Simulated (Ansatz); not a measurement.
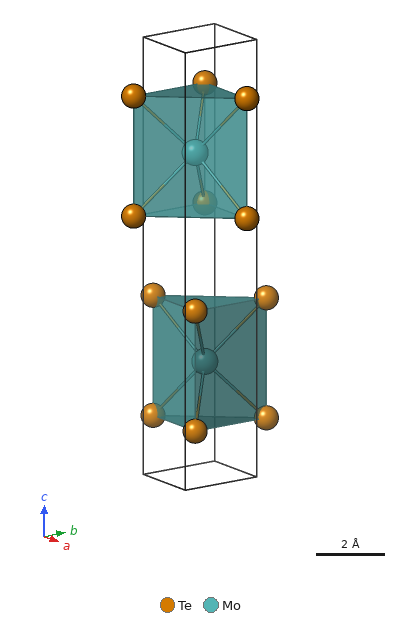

**Figure 1.** The starting structure (polyhedral view of the cell of the calculation, seen slightly off an axis; polyhedra are completed across the faces of the cell).

# MoTe2: geometry relaxation (part 1 of 2)

- system: MoTe2 (P6₃/mmc, 6 atoms in the cell)
- method: DFT PBE+D3(BJ), scalar-relativistic, plane waves, PAW, no spin polarisation (Ansatz 0.2.0)

The structure derives from an entry of the Crystallography Open Database. It belongs to a series of runs on one base structure; here: volume × 0.91, shape and atoms relaxed.

The program's output:
```
Engine: ansatz 0.2.0, aarch64-unknown-linux-gnu
Pseudopotentials: kind: paw
Pseudopotential: Te, paw, valence charge 16, recommended cutoff 420 eV (normal), Te.paw.azcp
Pseudopotential: Mo, paw, valence charge 14, recommended cutoff 420 eV (normal), Mo.paw.azcp
Functional definition: PBE
  parameter kappa = 0.804
  parameter beta = 0.06672455060314922
  exchange = pbe_x(kappa = kappa, mu = beta*pi^2/3)
  correlation = pbe_c(beta = beta)
Crystal: 6 atoms, lattice volume = 131.996 Å³
Basis set: ecut = 420 eV, 2587 PW (Γ), exchange–correlation on 48×48×180 points (8 copies of the dense FFT grid, shifted against one another)
Bands: 56, of which v1, the nominal top of the filled ones, is band 46 counted from 1 (45 counted from 0)
Symmetry: 24 space group operations
Space group: P63/mmc (ITA 194), of the structure as read, at distance tolerance 5.1e-5 Å
k-points: 38 of 288
Non-local potential: Te, projectors of the file, l = 0: 2, l = 1: 2, l = 2: 2, l = 3: 2
Non-local potential: Mo, projectors of the file, l = 0: 3, l = 1: 2, l = 2: 2, l = 3: 1
PAW form: soft (Blöchl's): semilocal exchange-correlation on the pseudo side does not see the compensation charge
PAW one-centre angular grid: Te, 590 points (default); XC on 64 Gauss nodes
PAW one-centre angular grid: Mo, 590 points (default); XC on 64 Gauss nodes
Initial density: superposition of atomic densities (neutral atoms: chi_scale 0, normalization atom), corrected by the library's trained network
Initial wavefunctions: pseudopotential atomic-orbital guess
Functional: x = pbe(κ = 0.804, μ = 0.2195149727645171), c = pbe(β = 0.06672455060314922)
SCF iter   1: F=—  HF=-37836.382962 eV  |F-HF|=—  |Δ(HF+E_count)|=         —  Δρ=4.80e-3  dr2=1.54e-2  ethr=1.77e-3  ⟨swp⟩=7.3  Hψ=8214  notcnv=0  defer=3
preconditioner: auto → Resta (q_TF=auto, 2.569 Å⁻¹)  ε∞=7.0  [insulator: Δε(μ)=0.301 eV  Ē_g=7.936 eV  σ=0.020 eV  W_gap=1.00  n_scr=52 (ndim 8)  ℏωp=19.4 eV  f_vac=0.003  D(μ)=0.00/eV (n_scr^D=0)  ε∞_Penn≈7.0]
SCF iter   2: F=—  HF=-37836.389058 eV  |F-HF|=—  |Δ(HF+E_count)|=   6.10e-3  Δρ=2.76e-3  dr2=4.36e-3  ethr=1.68e-5  ⟨swp⟩=2.0  Hψ=3428  notcnv=0  defer=101
SCF iter   3: F=—  HF=-37836.392264 eV  |F-HF|=—  |Δ(HF+E_count)|=   3.21e-3  Δρ=2.67e-4  dr2=1.02e-4  ethr=4.74e-6  ⟨swp⟩=2.0  Hψ=2845  notcnv=0  defer=101
SCF iter   4: F=—  HF=-37836.392300 eV  |F-HF|=—  |Δ(HF+E_count)|=   3.52e-5  Δρ=7.46e-5  dr2=5.64e-6  ethr=1.11e-7  ⟨swp⟩=2.0  Hψ=2702  notcnv=0  defer=101
SCF iter   5: F=—  HF=-37836.392234 eV  |F-HF|=—  |Δ(HF+E_count)|=   6.60e-5  Δρ=1.71e-5  dr2=3.13e-7  ethr=6.13e-9  ⟨swp⟩=2.0  Hψ=2662  notcnv=0  defer=101
SCF iter   6: F=-37836.392234 eV  HF=-37836.392234 eV  |F-HF|=6.91e-10  |Δ(HF+E_count)|=   1.68e-7  Δρ=2.60e-6  dr2=8.35e-9  ethr=1.09e-10  ⟨swp⟩=9.7  Hψ=8140  notcnv=0
SCF 1 converged in 6 iterations: F = -37836.392234 eV  dr2 = 8.35e-9
  greatest PAW one-centre occupation: 0.998 electrons in one spin orbital (limit 2), on the Mo atom at site 5 (counted from 0), in its partial waves of l = 0
relax step   1: F+E_penalty+E_count = -37836.39223380 eV  Δ(F+E_penalty+E_count) = +0.000e0 eV  max|allowed force component| = 4.583e-1 eV/Å  Δτ_max = 0.0000 Å  P = +8.001 GPa  Ω = 131.996 Å³  fix = [volume]  reactions: volume +8.001 GPa  (6 SCF iters, dr2 threshold 1.00e-7 eV, accepted)
Basis set: ecut = 420 eV, 2575 PW (Γ), exchange–correlation on 48×48×180 points (8 copies of the dense FFT grid, shifted against one another)
Initial density: handed on by an earlier stage of this run
Initial wavefunctions: those handed on with the density
iter 1 solved again at ethr=2.40e-4 eV; its pass at ethr=3.10e-3 eV (dr2=2.21e-1 eV) is discarded
SCF iter   1: F=—  HF=-37836.172045 eV  |F-HF|=—  |Δ(HF+E_count)|=         —  Δρ=9.09e-3  dr2=2.10e-1  ethr=2.40e-4  ⟨swp⟩=2.1  Hψ=9886  notcnv=0
preconditioner: auto → Resta (q_TF=auto, 2.569 Å⁻¹)  ε∞=7.4  [insulator: Δε(μ)=0.035 eV  Ē_g=7.679 eV  σ=0.020 eV  W_gap=0.72  n_scr=52 (ndim 8)  ℏωp=19.4 eV  f_vac=0.000  D(μ)=1.42/eV (n_scr^D=4)  ε∞_Penn≈7.4]
SCF iter   2: F=—  HF=-37836.152938 eV  |F-HF|=—  |Δ(HF+E_count)|=   1.91e-2  Δρ=5.00e-3  dr2=6.38e-2  ethr=2.29e-4  ⟨swp⟩=1.9  Hψ=2291  notcnv=0
SCF iter   3: F=—  HF=-37836.145120 eV  |F-HF|=—  |Δ(HF+E_count)|=   7.82e-3  Δρ=4.87e-4  dr2=2.88e-4  ethr=6.93e-5  ⟨swp⟩=2.2  Hψ=2673  notcnv=0
SCF iter   4: F=—  HF=-37836.145085 eV  |F-HF|=—  |Δ(HF+E_count)|=   3.54e-5  Δρ=1.45e-4  dr2=2.69e-5  ethr=3.13e-7  ⟨swp⟩=3.3  Hψ=4364  notcnv=0
SCF iter   5: F=—  HF=-37836.145090 eV  |F-HF|=—  |Δ(HF+E_count)|=   4.59e-6  Δρ=3.52e-5  dr2=2.33e-6  ethr=2.92e-8  ⟨swp⟩=2.4  Hψ=3176  notcnv=0
SCF iter   6: F=-37836.145090 eV  HF=-37836.145090 eV  |F-HF|=2.72e-8  |Δ(HF+E_count)|=   3.95e-7  Δρ=7.14e-6  dr2=6.87e-8  ethr=6.52e-10  ⟨swp⟩=6.2  Hψ=8035  notcnv=0
SCF 2 converged in 6 iterations: F = -37836.145090 eV  dr2 = 6.87e-8
relax step   2: F+E_penalty+E_count = -37836.14509004 eV  Δ(F+E_penalty+E_count) = +2.471e-1 eV  max|allowed force component| = 1.437e0 eV/Å  Δτ_max = 0.1267 Å  P = +1.213 GPa  Ω = 131.996 Å³  fix = [volume]  (6 SCF iters, dr2 threshold 6.00e-7 eV, rejected (line search))
iter 1 solved again at ethr=1.19e-4 eV; its pass at ethr=3.10e-3 eV (dr2=1.10e-1 eV) is discarded
SCF iter   1: F=—  HF=-37836.431279 eV  |F-HF|=—  |Δ(HF+E_count)|=         —  Δρ=6.83e-3  dr2=1.17e-1  ethr=1.19e-4  ⟨swp⟩=2.4  Hψ=10028  notcnv=0
preconditioner: auto → Resta (q_TF=auto, 2.569 Å⁻¹)  ε∞=7.1  [insulator: Δε(μ)=0.192 eV  Ē_g=7.831 eV  σ=0.020 eV  W_gap=1.00  n_scr=52 (ndim 8)  ℏωp=19.4 eV  f_vac=0.001  D(μ)=0.00/eV (n_scr^D=0)  ε∞_Penn≈7.1]
SCF iter   2: F=—  HF=-37836.420266 eV  |F-HF|=—  |Δ(HF+E_count)|=   1.10e-2  Δρ=3.76e-3  dr2=3.50e-2  ethr=1.19e-4  ⟨swp⟩=1.8  Hψ=2283  notcnv=0
SCF iter   3: F=—  HF=-37836.415515 eV  |F-HF|=—  |Δ(HF+E_count)|=   4.75e-3  Δρ=3.43e-4  dr2=1.73e-4  ethr=3.81e-5  ⟨swp⟩=2.2  Hψ=2662  notcnv=0
SCF iter   4: F=—  HF=-37836.415479 eV  |F-HF|=—  |Δ(HF+E_count)|=   3.65e-5  Δρ=9.88e-5  dr2=1.10e-5  ethr=1.88e-7  ⟨swp⟩=2.6  Hψ=3467  notcnv=0
SCF iter   5: F=—  HF=-37836.415406 eV  |F-HF|=—  |Δ(HF+E_count)|=   7.24e-5  Δρ=2.51e-5  dr2=1.27e-6  ethr=1.19e-8  ⟨swp⟩=2.7  Hψ=3696  notcnv=0
SCF iter   6: F=—  HF=-37836.415400 eV  |F-HF|=—  |Δ(HF+E_count)|=   6.53e-6  Δρ=5.69e-6  dr2=4.35e-8  ethr=1.38e-9  ⟨swp⟩=2.4  Hψ=3465  notcnv=0
SCF iter   7: F=—  HF=-37836.415400 eV  |F-HF|=—  |Δ(HF+E_count)|=   3.35e-8  Δρ=1.40e-6  dr2=3.58e-9  ethr=4.73e-11  ⟨swp⟩=2.0  Hψ=2799  notcnv=0
SCF iter   8: F=-37836.415400 eV  HF=-37836.415400 eV  |F-HF|=1.02e-10  |Δ(HF+E_count)|=   3.27e-9  Δρ=3.34e-7  dr2=1.74e-10  ethr=1.00e-12  ⟨swp⟩=3.9  Hψ=8507  notcnv=0
SCF 3 converged in 8 iterations: F = -37836.415400 eV  dr2 = 1.74e-10
relax step   3: F+E_penalty+E_count = -37836.41539988 eV  Δ(F+E_penalty+E_count) = -2.317e-2 eV  max|allowed force component| = 5.271e-2 eV/Å  Δτ_max = 0.0287 Å  P = +6.040 GPa  Ω = 131.996 Å³  energy of the carried Pulay correction = +5.564e-16 eV  fix = [volume]  reactions: volume +6.040 GPa  (8 SCF iters, accepted)
iter 1 solved again at ethr=9.58e-7 eV; its pass at ethr=3.10e-3 eV (dr2=8.81e-4 eV) is discarded
SCF iter   1: F=—  HF=-37836.414205 eV  |F-HF|=—  |Δ(HF+E_count)|=         —  Δρ=7.07e-4  dr2=7.67e-4  ethr=9.58e-7  ⟨swp⟩=2.9  Hψ=11505  notcnv=0
preconditioner: auto → Resta (q_TF=auto, 2.569 Å⁻¹)  ε∞=7.1  [insulator: Δε(μ)=0.145 eV  Ē_g=7.853 eV  σ=0.020 eV  W_gap=1.00  n_scr=52 (ndim 8)  ℏωp=19.4 eV  f_vac=0.000  D(μ)=0.00/eV (n_scr^D=0)  ε∞_Penn≈7.1]
SCF iter   2: F=—  HF=-37836.414084 eV  |F-HF|=—  |Δ(HF+E_count)|=   1.20e-4  Δρ=4.06e-4  dr2=2.86e-4  ethr=8.34e-7  ⟨swp⟩=1.0  Hψ=2128  notcnv=0
SCF iter   3: F=—  HF=-37836.413950 eV  |F-HF|=—  |Δ(HF+E_count)|=   1.34e-4  Δρ=5.57e-5  dr2=4.95e-6  ethr=3.10e-7  ⟨swp⟩=2.0  Hψ=2668  notcnv=0
SCF iter   4: F=—  HF=-37836.413951 eV  |F-HF|=—  |Δ(HF+E_count)|=   5.28e-7  Δρ=1.74e-5  dr2=5.10e-7  ethr=5.38e-9  ⟨swp⟩=2.5  Hψ=2967  notcnv=0
iter 5 did not close the SCF: its close was put off for the readings that it lacked (scf_convergence_deferred on its scf_iter line)
SCF iter   5: F=-37836.413951 eV  HF=-37836.413951 eV  |F-HF|=8.95e-9  |Δ(HF+E_count)|=   1.67e-7  Δρ=5.11e-6  dr2=3.94e-8  ethr=5.54e-10  ⟨swp⟩=2.4  Hψ=3594  notcnv=0
SCF iter   6: F=-37836.413951 eV  HF=-37836.413951 eV  |F-HF|=2.04e-9  |Δ(HF+E_count)|=   1.88e-8  Δρ=1.34e-6  dr2=2.93e-9  ethr=4.29e-11  ⟨swp⟩=2.2  Hψ=6111  notcnv=0
SCF 4 converged in 6 iterations: F = -37836.413951 eV  dr2 = 2.93e-9
relax step   4: F+E_penalty+E_count = -37836.41395089 eV  Δ(F+E_penalty+E_count) = +1.449e-3 eV  max|allowed force component| = 7.437e-3 eV/Å  Δτ_max = 0.0031 Å  P = +6.167 GPa  Ω = 131.996 Å³  fix = [volume]  (6 SCF iters, dr2 threshold 4.99e-7 eV, rejected (line search))
iter 1 solved again at ethr=5.07e-7 eV; its pass at ethr=3.10e-3 eV (dr2=4.66e-4 eV) is discarded
SCF iter   1: F=—  HF=-37836.416468 eV  |F-HF|=—  |Δ(HF+E_count)|=         —  Δρ=5.28e-4  dr2=5.58e-4  ethr=5.07e-7  ⟨swp⟩=2.9  Hψ=10980  notcnv=0
preconditioner: auto → Resta (q_TF=auto, 2.569 Å⁻¹)  ε∞=7.1  [insulator: Δε(μ)=0.207 eV  Ē_g=7.858 eV  σ=0.020 eV  W_gap=1.00  n_scr=52 (ndim 8)  ℏωp=19.4 eV  f_vac=0.001  D(μ)=0.00/eV (n_scr^D=0)  ε∞_Penn≈7.1]
SCF iter   2: F=—  HF=-37836.416397 eV  |F-HF|=—  |Δ(HF+E_count)|=   7.05e-5  Δρ=3.02e-4  dr2=1.97e-4  ethr=5.07e-7  ⟨swp⟩=1.0  Hψ=2128  notcnv=0
SCF iter   3: F=—  HF=-37836.416361 eV  |F-HF|=—  |Δ(HF+E_count)|=   3.64e-5  Δρ=3.92e-5  dr2=2.50e-6  ethr=2.14e-7  ⟨swp⟩=2.0  Hψ=2607  notcnv=0
SCF iter   4: F=—  HF=-37836.416273 eV  |F-HF|=—  |Δ(HF+E_count)|=   8.73e-5  Δρ=1.30e-5  dr2=2.83e-7  ethr=2.72e-9  ⟨swp⟩=2.4  Hψ=3217  notcnv=0
SCF iter   5: F=—  HF=-37836.416273 eV  |F-HF|=—  |Δ(HF+E_count)|=   7.65e-8  Δρ=3.68e-6  dr2=2.12e-8  ethr=3.07e-10  ⟨swp⟩=2.3  Hψ=3667  notcnv=0
SCF iter   6: F=—  HF=-37836.416273 eV  |F-HF|=—  |Δ(HF+E_count)|=   9.66e-9  Δρ=9.83e-7  dr2=1.55e-9  ethr=2.30e-11  ⟨swp⟩=2.0  Hψ=3428  notcnv=0
SCF iter   7: F=-37836.416273 eV  HF=-37836.416273 eV  |F-HF|=7.28e-12  |Δ(HF+E_count)|=   1.38e-9  Δρ=1.86e-7  dr2=4.69e-11  ethr=1.00e-12  ⟨swp⟩=5.0  Hψ=6917  notcnv=0
SCF 5 converged in 7 iterations: F = -37836.416273 eV  dr2 = 4.69e-11
relax step   5: F+E_penalty+E_count = -37836.41627346 eV  Δ(F+E_penalty+E_count) = -8.736e-4 eV  max|allowed force component| = 3.223e-4 eV/Å  Δτ_max = 0.0012 Å  P = +6.220 GPa  Ω = 131.996 Å³  energy of the carried Pulay correction = -5.249e-18 eV  fix = [volume]  reactions: volume +6.220 GPa  (7 SCF iters, accepted)
Initial wavefunctions: pseudopotential atomic-orbital guess (no wavefunctions were taken with the density)
iter 1 solved again at ethr=8.68e-8 eV; its pass at ethr=3.10e-3 eV (dr2=7.99e-5 eV) is discarded
SCF iter   1: F=—  HF=-37836.416349 eV  |F-HF|=—  |Δ(HF+E_count)|=         —  Δρ=3.89e-5  dr2=4.22e-8  ethr=8.68e-8  ⟨swp⟩=4.0  Hψ=14104  notcnv=0
preconditioner: auto → Resta (q_TF=auto, 2.569 Å⁻¹)  ε∞=7.1  [insulator: Δε(μ)=0.209 eV  Ē_g=7.860 eV  σ=0.020 eV  W_gap=1.00  n_scr=52 (ndim 8)  ℏωp=19.4 eV  f_vac=0.000  D(μ)=0.00/eV (n_scr^D=0)  ε∞_Penn≈7.1]
SCF iter   2: F=—  HF=-37836.416270 eV  |F-HF|=—  |Δ(HF+E_count)|=   7.87e-5  Δρ=1.97e-5  dr2=1.08e-8  ethr=4.58e-11  ⟨swp⟩=2.7  Hψ=4036  notcnv=0
iter 3 did not close the SCF: its close was put off for the readings that it lacked (scf_convergence_deferred on its scf_iter line)
SCF iter   3: F=-37836.416274 eV  HF=-37836.416274 eV  |F-HF|=1.37e-9  |Δ(HF+E_count)|=   3.47e-6  Δρ=4.94e-7  dr2=8.02e-11  ethr=1.18e-11  ⟨swp⟩=1.0  Hψ=2128  notcnv=0
iter 4 did not close the SCF: its close was put off for the readings that it lacked (scf_convergence_deferred on its scf_iter line)
SCF iter   4: F=-37836.416274 eV  HF=-37836.416274 eV  |F-HF|=2.18e-11  |Δ(HF+E_count)|=   1.46e-9  Δρ=1.29e-7  dr2=1.67e-11  ethr=1.00e-12  ⟨swp⟩=1.0  Hψ=2128  notcnv=0
iter 5 did not close the SCF: its close was put off for the readings that it lacked (scf_convergence_deferred on its scf_iter line)
SCF iter   5: F=-37836.416274 eV  HF=-37836.416274 eV  |F-HF|=2.18e-11  |Δ(HF+E_count)|=  2.18e-11  Δρ=3.24e-8  dr2=1.15e-12  ethr=1.00e-12  ⟨swp⟩=1.0  Hψ=2128  notcnv=0
iter 6 did not close the SCF: its close was put off for the readings that it lacked (scf_convergence_deferred on its scf_iter line)
SCF iter   6: F=-37836.416274 eV  HF=-37836.416274 eV  |F-HF|=0.00e0  |Δ(HF+E_count)|=  7.28e-12  Δρ=1.08e-8  dr2=1.68e-13  ethr=1.00e-12  ⟨swp⟩=1.0  Hψ=2128  notcnv=0
SCF iter   7: F=-37836.416274 eV  HF=-37836.416274 eV  |F-HF|=2.91e-11  |Δ(HF+E_count)|=    0.00e0  Δρ=1.60e-9  dr2=3.13e-15  ethr=1.00e-12  ⟨swp⟩=1.4  Hψ=4440  notcnv=0
SCF 6 converged in 7 iterations: F = -37836.416274 eV  dr2 = 3.13e-15
relax step   6: F+E_penalty+E_count = -37836.41627363 eV  Δ(F+E_penalty+E_count) = -1.640e-7 eV  max|allowed force component| = 3.297e-4 eV/Å  Δτ_max = 0.0000 Å  P = +6.220 GPa  Ω = 131.996 Å³  fix = [volume]  reactions: volume +6.220 GPa  stress off target by 8.12e-3 GPa on what of the cell is left free  SCF on the basis re-selected at this cell (its energy is not comparable with the rows above)  (7 SCF iters)
```

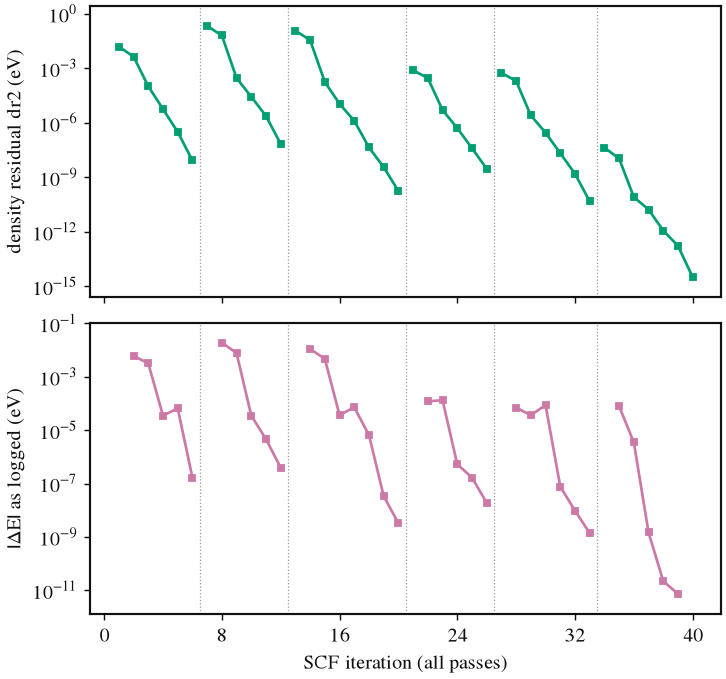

**Figure 2.** Convergence of the self-consistent field: density residual dr2 and size of the energy change against the SCF iteration. The dotted lines part the SCF passes of the relaxation: geometry steps, rejected trials and re-solves on a re-selected basis. The 6 passes take 6 to 8 iterations each, 40 in all.

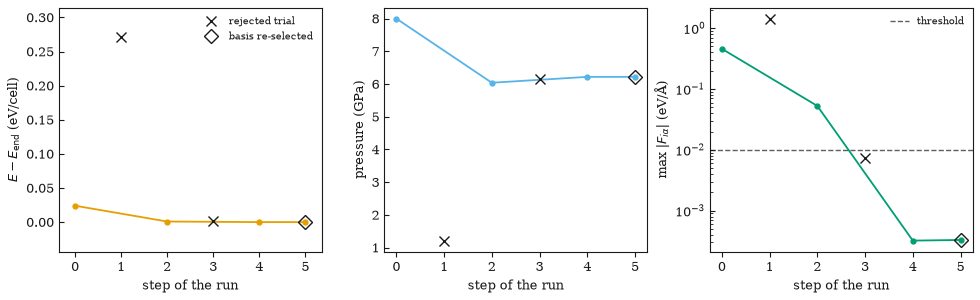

**Figure 3.** Progress of the relaxation, step by step (the first geometry is step 0 here and step 1 in the log).
